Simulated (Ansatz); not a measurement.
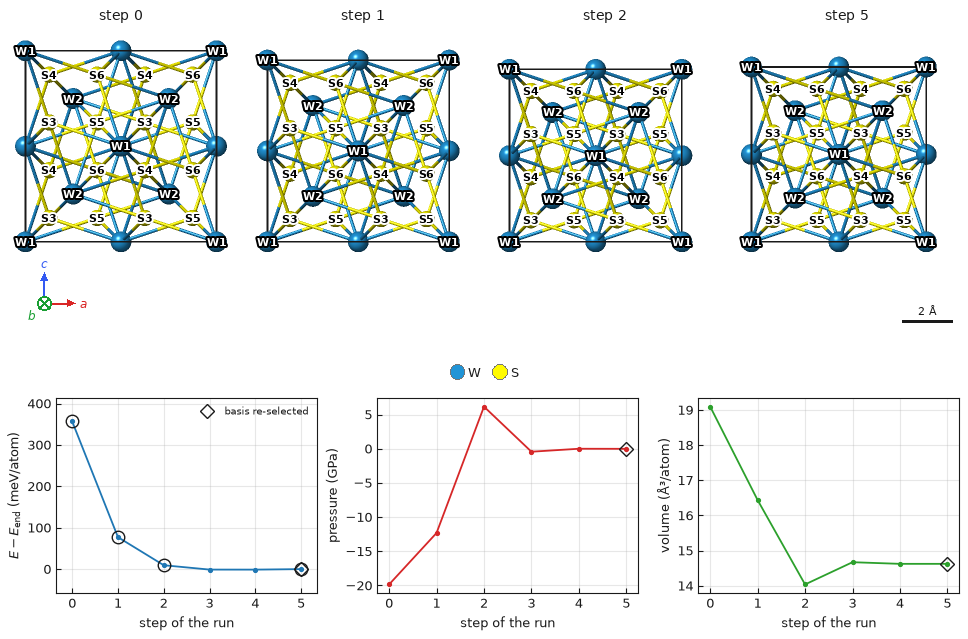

Frames of a relaxation of solid WS2 (built on the cubic Laves (C15)_227 type) (coarse preliminary run), marked on the history of the run. The picture is a ball-and-stick view of the conventional cell (4 times the calculation's cell), seen along the b axis. Lengths and directions refer to the drawn axes.

Case: cubic Laves (C15) type (Fd-3m, No. 227).

Method: Ansatz, DFT r2SCAN, scalar-relativistic, plane waves, PAW.

The input:
```yaml
crystal:
  lattice:
    - [0.0, 3.8549301499, 3.8549301499]
    - [3.8549301499, 0.0, 3.8549301499]
    - [3.8549301499, 3.8549301499, 0.0]
  atoms:
    - { symbol: W, position: [0.0, 0.0, 0.0] }
    - { symbol: W, position: [0.25, 0.25, 0.25] }
    - { symbol: S, position: [0.625, 0.625, 0.625] }
    - { symbol: S, position: [0.125, 0.625, 0.625] }
    - { symbol: S, position: [0.625, 0.625, 0.125] }
    - { symbol: S, position: [0.625, 0.125, 0.625] }
basis:
  ecutwfc: 500
kpoints:
  mp_grid: { grid: [4, 4, 4] }
hamiltonian:
  xc: r2scan
scf:
  occupations: { method: gaussian, width: 0.1 }
  lower_state_search: "off"
output:
  forces: true
  stress: true
  eigenvalues: true
relax:
  adjacent_minimum: "off"
  f_tol: 0.04
  max_steps: 70
  cell: { stress_tol: 0.4 }
```

Run as
```bash
ansatz run input.yaml --threads 1 --pin off --max-ram 2560MiB --backend cpu --events-out ev --progress --plain --runs-dir out
```

### Describe the path.

No atom moves by more than 0.005 Å relative to the cell. The volume changes by −23.4 %, with a = b = c 7.710 → 7.054 Å (−8.5 %). Near-neighbour distances that change, for instance: W1–W2 3.338 → 3.054 Å, W1–S3 3.196 → 2.924 Å. The space group stays Fd-3m (No. 227). After 4 accepted moves (5 points after the start) the energy has fallen by 357 meV per atom. All forces vanish by symmetry, so only the cell relaxes. Pressure: −19.85 GPa at the start and −0.02 GPa at the end. At 1 point the geometry stayed and the basis and grid were re-selected for the new cell (energy shift of 1.2 meV per atom at most each time). Cost: 18 s on 1 thread of Intel(R) Xeon(R) 6975P-C (Granite Rapids), with other jobs on the host, peak memory 0.69 GiB. From step 0 to 1: volume −13.9 %, energy −279 meV per atom. From step 1 to 2: volume −14.6 %, energy −67.7 meV per atom. From step 2 to 5: volume +4.2 %, energy −9.4 meV per atom.

```csv
step,"E − E(0), meV/atom","pressure, GPa","volume, Å³/atom",note
0,0.00,-19.85,19.095,
1,-279.50,-12.32,16.437,
2,-347.25,6.15,14.037,
3,-357.78,-0.44,14.670,
4,-357.86,-0.01,14.623,
5,-356.63,-0.02,14.623,"same geometry, new basis"
```
